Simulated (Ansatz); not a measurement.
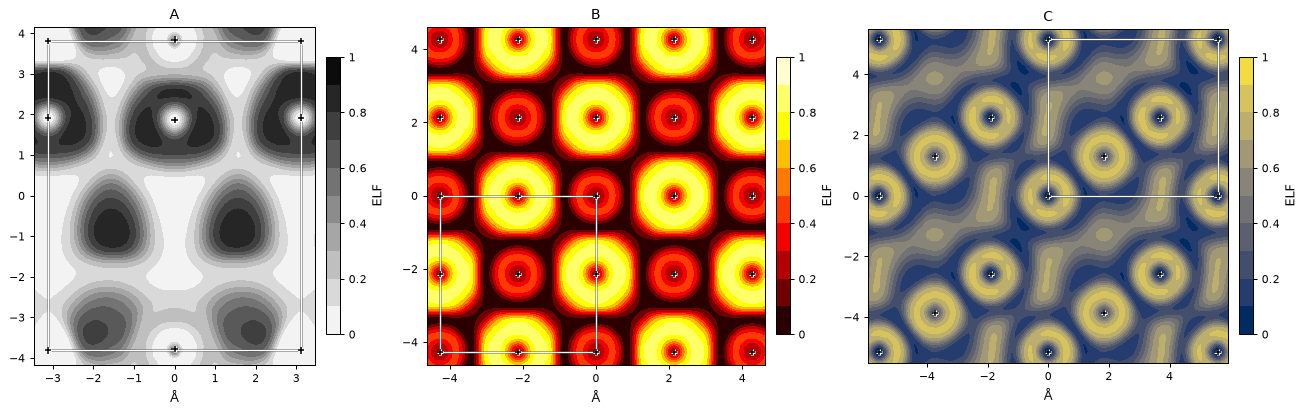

The ELF of 3 systems, each on a plane through atoms (crosses mark nuclei in the plane).

The calculation used Ansatz, DFT PBEsol, scalar-relativistic, plane waves, PAW.

System 1: Zr3O, the (010) plane of the conventional cell. Space group P6₃22.

```
CELL_PARAMETERS angstrom
5.58339 0.00000 0.00000
-2.79170 4.83536 0.00000
0.00000 0.00000 5.15593
ATOMIC_POSITIONS crystal
Zr 0.33939 0.00000 0.00000
Zr 0.33939 0.33939 0.50000
Zr 0.00000 0.33939 0.00000
Zr 0.66061 0.00000 0.50000
Zr 0.66061 0.66061 0.00000
Zr 0.00000 0.66061 0.50000
O 0.33333 0.66667 0.25000
O 0.66667 0.33333 0.75000
```

System 2: Al3GaN4, the (101) plane of the conventional cell. Space group Cm; a structure from a database of computed crystals, not necessarily the ambient phase; changed on purpose from its base cell (atom 4 (Ga) moved +0.033 A along Cartesian [1 1 0]); not relaxed (largest force 0.6 eV/Å).

```
CELL_PARAMETERS angstrom
4.40699 4.40699 0.00000
-4.40699 4.40699 0.00000
0.00000 0.00000 4.40699
ATOMIC_POSITIONS crystal
Al 0.00000 0.50000 0.00000
Al 0.50000 0.00000 0.00000
Al 0.25000 0.75000 0.50000
Al 0.75000 0.25000 0.50000
Al 0.25000 0.25000 0.50000
Al 0.75000 0.75000 0.50000
Ga 0.00534 0.00000 0.00000
Ga 0.50534 0.50000 0.00000
N 0.24471 0.50000 0.25529
N 0.74471 0.00000 0.25529
N 0.00000 0.25529 0.74471
N 0.50000 0.75529 0.74471
N 0.00000 0.74471 0.74471
N 0.50000 0.24471 0.74471
N 0.25529 0.00000 0.25529
N 0.75529 0.50000 0.25529
```

System 3: MgO, the (001) plane of the conventional cell. Space group Fm-3m; computed pressure about −6 GPa in this cell.

> Which map belongs to which system?

Panel A is system 2, Al3GaN4: the plane holds Al, Ga and N. Al–N (1.90 Å): the ELF peaks at about 0.90 between the atoms (a polar covalent bond). Panel B is system 3, MgO: the plane holds Mg and O. Mg–O (2.14 Å): the ELF peaks at about 0.85 in the valence shell of O, 0.7 Å from its nucleus, and is about 0.35 at the midpoint: a closed-shell, largely ionic contact. Panel C is system 1, Zr3O: the plane holds Zr and O. Zr–O (2.25 Å): the ELF peaks at about 0.80 in the valence shell of O, 0.6 Å from its nucleus, and drops to about 0.10 between the two atoms (no shared electron pair shows on this line).
